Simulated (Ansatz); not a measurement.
# Residual resistivity of an alloy: Ta(100) with 4 layers of random Ta-Ti, 2x2

Aim: the residual resistivity of a random alloy, from Ta(100) with 4 layers of random Ta-Ti, 2x2 and longer regions.

Main program and level: Ansatz 0.2.0; Ansatz plane-wave DFT, PBE, PAW files; ballistic transport by layer matching (Landauer), zero bias; PAW set soft_1.

## (1) The starting structure

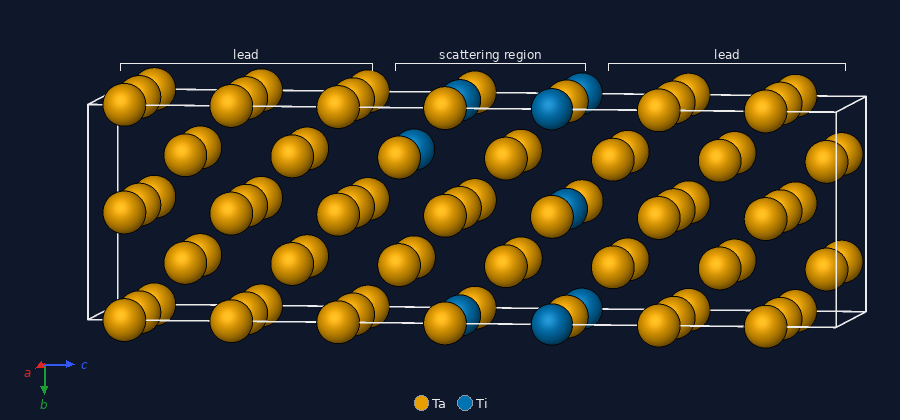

The starting structure, seen from the side, with the c axis across the page (tantalum orange, titanium blue). Some periodic images of atoms are drawn too.

The cell holds 56 atoms: 52 Ta and 4 Ti. Its edges and angles: a = 6.605 Å, b = 6.605 Å, c = 23.118 Å, α = 90.0°, β = 90.0°, γ = 90.0°. It derives from Ta. Regions: lead, 40 atoms (40 Ta); scattering region, 16 atoms (4 Ti and 12 Ta). The structure is stacked along c, and the current runs across the ab planes.

## (2) With 4 alloy layers

In 4 layers a share of 0.25 of the sites is given to Ti at random. The layers about the cell's end stay perfect and serve as the lead. Disorder leaves little or no symmetry, which makes such runs dear. Energies from -0.05 to 0.05 eV in steps of 0.05 eV are too few for the program's thermal sum, so it prints no conductance; for a metal the transmission near the Fermi level serves, at a fraction of the cost.

The input, input.yaml:

```yaml
crystal:
  lattice:
    - [6.60512, 0.0, 0.0]
    - [0.0, 6.60512, 0.0]
    - [0.0, 0.0, 23.11792]
  atoms:
    - { symbol: Ta, position: [0.0, 0.0, 0.0357142857] }
    - { symbol: Ta, position: [0.0, 0.5, 0.0357142857] }
    - { symbol: Ta, position: [0.5, 0.0, 0.0357142857] }
    - { symbol: Ta, position: [0.5, 0.5, 0.0357142857] }
    - { symbol: Ta, position: [0.25, 0.25, 0.1071428571] }
    - { symbol: Ta, position: [0.25, 0.75, 0.1071428571] }
    - { symbol: Ta, position: [0.75, 0.25, 0.1071428571] }
    - { symbol: Ta, position: [0.75, 0.75, 0.1071428571] }
    - { symbol: Ta, position: [0.0, 0.0, 0.1785714286] }
    - { symbol: Ta, position: [0.0, 0.5, 0.1785714286] }
    - { symbol: Ta, position: [0.5, 0.0, 0.1785714286] }
    - { symbol: Ta, position: [0.5, 0.5, 0.1785714286] }
    - { symbol: Ta, position: [0.25, 0.25, 0.25] }
    - { symbol: Ta, position: [0.25, 0.75, 0.25] }
    - { symbol: Ta, position: [0.75, 0.25, 0.25] }
    - { symbol: Ta, position: [0.75, 0.75, 0.25] }
    - { symbol: Ta, position: [0.0, 0.0, 0.3214285714] }
    - { symbol: Ta, position: [0.0, 0.5, 0.3214285714] }
    - { symbol: Ta, position: [0.5, 0.0, 0.3214285714] }
    - { symbol: Ta, position: [0.5, 0.5, 0.3214285714] }
    - { symbol: Ti, position: [0.25, 0.25, 0.3928571429] }
    - { symbol: Ta, position: [0.25, 0.75, 0.3928571429] }
    - { symbol: Ta, position: [0.75, 0.25, 0.3928571429] }
    - { symbol: Ta, position: [0.75, 0.75, 0.3928571429] }
    - { symbol: Ta, position: [0.0, 0.0, 0.4642857143] }
    - { symbol: Ta, position: [0.0, 0.5, 0.4642857143] }
    - { symbol: Ti, position: [0.5, 0.0, 0.4642857143] }
    - { symbol: Ta, position: [0.5, 0.5, 0.4642857143] }
    - { symbol: Ta, position: [0.25, 0.25, 0.5357142857] }
    - { symbol: Ta, position: [0.25, 0.75, 0.5357142857] }
    - { symbol: Ta, position: [0.75, 0.25, 0.5357142857] }
    - { symbol: Ta, position: [0.75, 0.75, 0.5357142857] }
    - { symbol: Ti, position: [0.0, 0.0, 0.6071428571] }
    - { symbol: Ta, position: [0.0, 0.5, 0.6071428571] }
    - { symbol: Ta, position: [0.5, 0.0, 0.6071428571] }
    - { symbol: Ti, position: [0.5, 0.5, 0.6071428571] }
    - { symbol: Ta, position: [0.25, 0.25, 0.6785714286] }
    - { symbol: Ta, position: [0.25, 0.75, 0.6785714286] }
    - { symbol: Ta, position: [0.75, 0.25, 0.6785714286] }
    - { symbol: Ta, position: [0.75, 0.75, 0.6785714286] }
    - { symbol: Ta, position: [0.0, 0.0, 0.75] }
    - { symbol: Ta, position: [0.0, 0.5, 0.75] }
    - { symbol: Ta, position: [0.5, 0.0, 0.75] }
    - { symbol: Ta, position: [0.5, 0.5, 0.75] }
    - { symbol: Ta, position: [0.25, 0.25, 0.8214285714] }
    - { symbol: Ta, position: [0.25, 0.75, 0.8214285714] }
    - { symbol: Ta, position: [0.75, 0.25, 0.8214285714] }
    - { symbol: Ta, position: [0.75, 0.75, 0.8214285714] }
    - { symbol: Ta, position: [0.0, 0.0, 0.8928571429] }
    - { symbol: Ta, position: [0.0, 0.5, 0.8928571429] }
    - { symbol: Ta, position: [0.5, 0.0, 0.8928571429] }
    - { symbol: Ta, position: [0.5, 0.5, 0.8928571429] }
    - { symbol: Ta, position: [0.25, 0.25, 0.9642857143] }
    - { symbol: Ta, position: [0.25, 0.75, 0.9642857143] }
    - { symbol: Ta, position: [0.75, 0.25, 0.9642857143] }
    - { symbol: Ta, position: [0.75, 0.75, 0.9642857143] }
kpoints:
  mp_grid: { grid: [4, 4, 1] }
hamiltonian:
  xc: pbe
  pseudopotentials: { kind: paw, azcp: { folder: soft_1 } }
scf:
  occupations: { method: fermi_dirac, width: 0.1 }
output:
  transmission: { leads: [[0, 4]], kmesh: [8, 8], e_range: [-0.05, 0.05], de: 0.05 }
  write_potential: true
  write_density: true
  volumetric_format: npy
```

Run with:

```console
> ansatz run input.yaml --threads 4 --pin off --max-ram 15360MiB --backend cpu --events-out ev --progress --plain --runs-dir out
```

Numbers of over 12 decimals in the logs are rounded to 6 here.

The program printed:

```text
Engine: ansatz 0.2.0, aarch64-unknown-linux-gnu
Pseudopotentials: kind: paw
Pseudopotential: Ta, paw, valence charge 13, recommended cutoff 420 eV (normal), soft_1/Ta.paw.azcp
Pseudopotential: Ti, paw, valence charge 12, recommended cutoff 420 eV (normal), soft_1/Ti.paw.azcp
Functional definition: PBE
  parameter kappa = 0.804
  parameter beta = 0.066725
  exchange = pbe_x(kappa = kappa, mu = beta*pi^2/3)
  correlation = pbe_c(beta = beta)
Crystal: 56 atoms, lattice volume = 1008.580 Å³
Basis set: ecut = 420 eV, 19677 PW (Γ)
Bands: 435, of which v1, the nominal top of the filled ones, is band 362 counted from 1 (361 counted from 0)
Symmetry: 2 space group operations
Space group: Cm (ITA 8), of the structure as read, at distance tolerance 1.0e-4 Å
k-points: 7 of 16 (time reversal used)
Non-local potential: Ta, projectors of the file, l = 0: 3, l = 1: 2, l = 2: 2, l = 3: 1
Non-local potential: Ti, projectors of the file, l = 0: 3, l = 1: 2, l = 2: 3, l = 3: 1
PAW form: soft (Blöchl's): semilocal exchange-correlation on the pseudo side does not see the compensation charge
PAW one-centre angular grid: Ta, 590 points (default); XC on 64 Gauss nodes
PAW one-centre angular grid: Ti, 590 points (default); XC on 64 Gauss nodes
Initial density: superposition of atomic densities (chi_scale 0.1, normalization cell, long waves kept (reshape's long-wave potential 0.21 eV rms))
Initial wavefunctions: pseudopotential atomic-orbital guess
Functional: x = pbe(κ = 0.804, μ = 0.219515), c = pbe(β = 0.066725)
SCF iter   1: F=—  HF=-526535.556111 eV  |F-HF|=—  |Δ(HF+E_count)|=         —  Δρ=4.76e-2  dr2=2.69e2  ethr=3.10e-3  ⟨swp⟩=6.1  Hψ=12328  notcnv=0  defer=1
preconditioner: auto → Kerker (q_TF=auto, 2.582 Å⁻¹)  [metal: Δε(μ)=0.005 eV  Ē_g=4.120 eV  σ=0.100 eV  W_gap=0.01  n_scr=294 (ndim 8)  ℏωp=19.4 eV  f_vac=0.000  D(μ)=70.17/eV (n_scr^D=774)]
SCF iter   2: F=—  HF=-526529.932866 eV  |F-HF|=—  |Δ(HF+E_count)|=    5.62e0  Δρ=2.75e-2  dr2=6.01e1  ethr=3.10e-3  ⟨swp⟩=2.0  Hψ=3801  notcnv=0  defer=57
SCF iter   3: F=—  HF=-526527.452348 eV  |F-HF|=—  |Δ(HF+E_count)|=    2.48e0  Δρ=5.44e-3  dr2=2.77e0  ethr=3.10e-3  ⟨swp⟩=3.9  Hψ=4522  notcnv=0  defer=58
SCF iter   4: F=—  HF=-526527.392995 eV  |F-HF|=—  |Δ(HF+E_count)|=   5.94e-2  Δρ=1.83e-3  dr2=9.50e-1  ethr=3.83e-4  ⟨swp⟩=2.3  Hψ=3565  notcnv=0  defer=56
SCF iter   5: F=—  HF=-526527.386849 eV  |F-HF|=—  |Δ(HF+E_count)|=   6.15e-3  Δρ=8.35e-4  dr2=2.07e-1  ethr=1.31e-4  ⟨swp⟩=1.0  Hψ=2985  notcnv=0  defer=56
SCF iter   6: F=—  HF=-526527.385232 eV  |F-HF|=—  |Δ(HF+E_count)|=   1.62e-3  Δρ=2.14e-4  dr2=1.25e-2  ethr=2.86e-5  ⟨swp⟩=1.0  Hψ=2985  notcnv=0  defer=56
SCF iter   7: F=—  HF=-526527.385121 eV  |F-HF|=—  |Δ(HF+E_count)|=   1.11e-4  Δρ=2.20e-5  dr2=1.30e-4  ethr=1.72e-6  ⟨swp⟩=1.0  Hψ=2985  notcnv=0  defer=56
SCF iter   8: F=—  HF=-526527.385116 eV  |F-HF|=—  |Δ(HF+E_count)|=   4.73e-6  Δρ=3.08e-6  dr2=6.54e-7  ethr=1.80e-8  ⟨swp⟩=1.0  Hψ=2985  notcnv=0  defer=56
SCF iter   9: F=—  HF=-526527.384494 eV  |F-HF|=—  |Δ(HF+E_count)|=   6.22e-4  Δρ=6.80e-7  dr2=1.30e-8  ethr=1.38e-11  ⟨swp⟩=12.0  Hψ=8756  notcnv=0
SCF iter  10: F=-526527.384494 eV  HF=-526527.384494 eV  |F-HF|=2.33e-10  |Δ(HF+E_count)|=    0.00e0  Δρ=1.53e-7  dr2=4.45e-10  ethr=1.80e-12  ⟨swp⟩=1.0  Hψ=7304  notcnv=0
SCF 1 converged in 10 iterations: F = -526527.384494 eV  dr2 = 4.45e-10
  greatest PAW one-centre occupation: 0.999 electrons in one spin orbital (limit 2), on the Ta atom at site 31 (counted from 0), in its partial waves of l = 0
transmission: 90 of 882 steps passed
transmission: 180 of 882 steps passed
[...]
transmission: 882 of 882 steps passed
SCF converged after 10 iterations
Free energy (F): -526527.384494 eV
Harris-Foulkes:  -526527.384494 eV  (|F-HF|=2.33e-10)
Internal energy: -526524.861946 eV  (E = F + TS)
E sigma→0 (E₀):  -526526.123220 eV
Entropy (-TS):   -2.522548 eV (-45.045 meV/atom)
Fermi energy:    18.084967 eV
--- Per-component energies (eV) ---
  E_band       = -6143.617545
  E_kinetic    = 21585.425711
  E_local      = -32091.870694  (includes V_loc(G=0)·N_el)
  E_nonlocal   = -329.427324
  E_hartree    = 11738.370661
  E_xc         = -17169.602614
  E_vxc        = -12731.008471  (∫ρ·V_xc dr)
  E_paw        = -436009.486557  (= ΣΔE_a)
  E_vpaw       = -6053.483976  (= ΣTr[D̂ρ^β])
  E_aug_tail   = 0.004753  (compensation charges beyond the density's cutoff)
  E_ewald      = -74248.275883
  E_smearing   = -2.522548  (= −TS)
  E_closure    = -0.000000  (closes the sum)
  Σ components = -526527.384494   (vs F -526527.384494, Δ=0.00e0)
--- Band table (eV; the first three rows and the last of 7) ---
  k-point 0: bands = [... 358 lower, 18.7394, 18.7785, 18.7787, 18.7935, 18.7937, 18.8372, 18.8705, 18.8709, ... 69 higher]
  k-point 1: bands = [... 358 lower, 18.4033, 18.4147, 18.4358, 18.4598, 18.4630, 18.4721, 18.5388, 18.5722, ... 69 higher]
  k-point 2: bands = [... 358 lower, 17.9679, 17.9960, 18.0075, 18.0350, 18.0617, 18.0681, 18.0927, 18.1216, ... 69 higher]
  k-point 6: bands = [... 358 lower, 17.5192, 17.5295, 17.5310, 17.5441, 17.5622, 17.5643, 17.5667, 17.5705, ... 69 higher]
--- Transmission ---
  basis      : 377 plane waves across, 42 finite elements along
  points     : 21, standing for a mesh of 8 x 8
  energies   : 3 from -0.050000 to 0.050000 eV about the Fermi level, 0.050000 eV apart; the leads are filled to 0.000000 eV, and channels, transmission and decay are at 0.000000 eV
  crystal 0  : Ta4, at the sites [0, 4], period 1.6513 Å, over 16.51 Å; its Hamiltonian steps by up to 6.5 meV
    offset         : up to 0.0000 Å between an atom of the period and one for which it stands
    channels       : 1.048438e1 a spin
    conductance    : none, the energies end too early or step too widely for 300 K: set another output.transmission.e_range or a lower de, or, where they end at an eighth of basis.ecutwfc, a higher one
  junction   : crystal 0 to crystal 0, 0.70 to 22.16 Å
    transmission   : 8.432292e0 a spin
    conductance    : none, the energies end too early or step too widely for 300 K: set another output.transmission.e_range or a lower de, or, where they end at an eighth of basis.ecutwfc, a higher one
```

Elapsed: 9.3 min, on 4 threads of Arm Neoverse V2, shared host; peak memory 8 GiB; 30 min of CPU time.

This step gave:

| Item | Value |
| --- | --- |
| free energy | -526527.3845 eV |
| energy at zero smearing | -526526.1232 eV |
| Fermi energy | 18.08 eV |
| cell area | 43.63 Å² |
| transmission per spin nearest the Fermi level | 8.432 |
| open channels per spin nearest the Fermi level | 10.48 |
| step of the lead's potential | 6.5 meV |

Per spin. Transmission, zone mean against energy, zero at the Fermi level:

| energy (eV) | transmission, zone mean |
| --- | --- |
| -0.0500 | 8.37 |
| 0.0000 | 8.43 |
| 0.0500 | 8.24 |

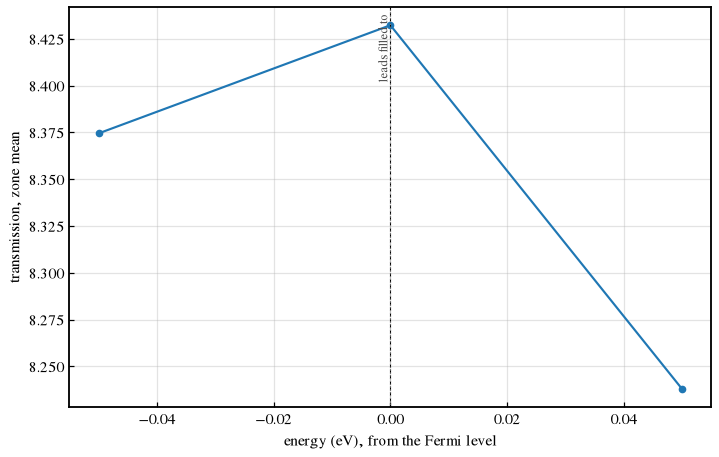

Transmission, zone mean against energy.

Per spin. Table of open channels, zone mean, lead by energy, zero at the Fermi level:

| energy (eV) | open channels, zone mean, lead |
| --- | --- |
| -0.0500 | 10.3 |
| 0.0000 | 10.5 |
| 0.0500 | 10.2 |

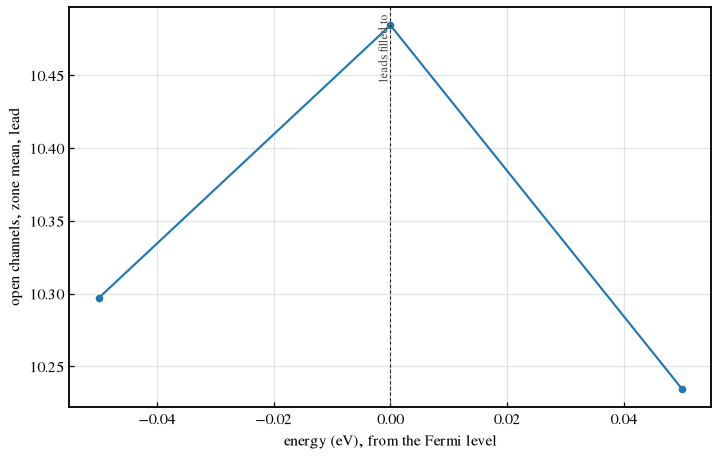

Open channels, zone mean, lead against energy.

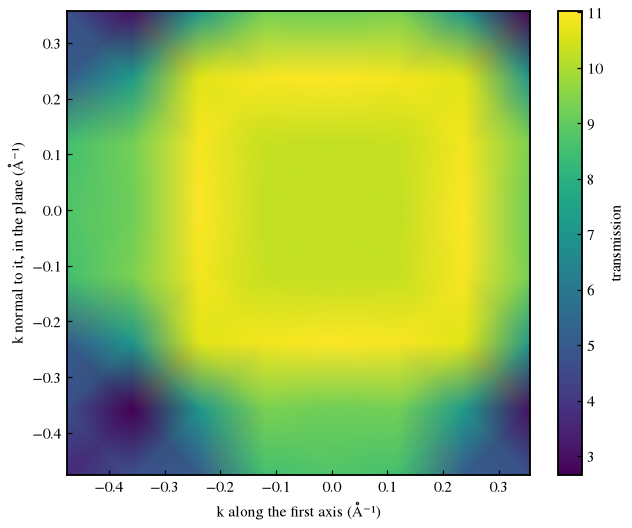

Transmission over k1 and k2. At 0.0000 eV from the Fermi level.

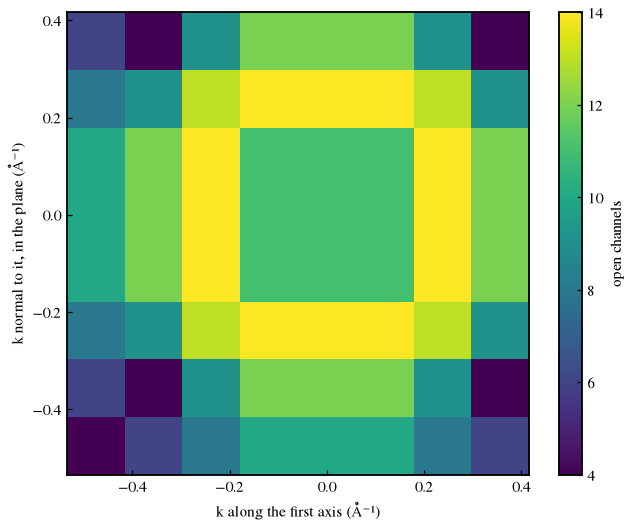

Open channels over k1 and k2. At 0.0000 eV from the Fermi level.

Over the solved energies the transmission per spin lies between 8.24 and 8.43, out of 10.3 channels of the lead on average (up to 10.5).

(Part 1 of 2 ends here.)

[Logs are printed without paths, hosts, clocks, repeated set-up lines and the standing remarks that a program may print on its own settings, such as how far it seeks lower states.]

[Hosts, paths, dates, database ids (printed as entryN), source tags and the programs' standing remarks are cut or masked in the printed files.]
